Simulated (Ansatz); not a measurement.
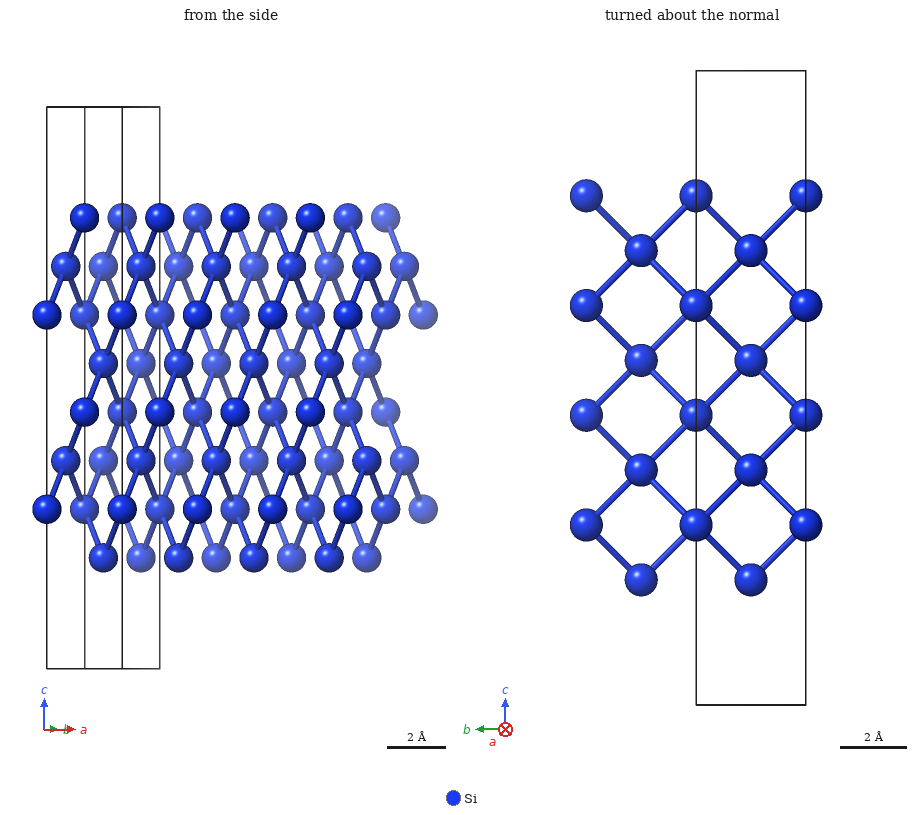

A ball-and-stick picture of a periodic slab, seen from the side and turned about the normal. The surface normal points up in side views; the box is the simulation cell. 4×2 cells are drawn in the plane, with atoms at the edges repeated.

The cell holds 8 Si.

Estimate the thickness.

About 12 Å from the lowest to the highest atom, with about 8 Å of vacuum to the next image.

Go down through the slab and list the planes.

Eight planes: Si / Si / Si / Si / Si / Si / Si / Si.

Origin of the cell: a structure listed in the Materials Project. The cell was then strained or its atoms displaced on purpose. Ansatz was used for an electronic-structure calculation on it.
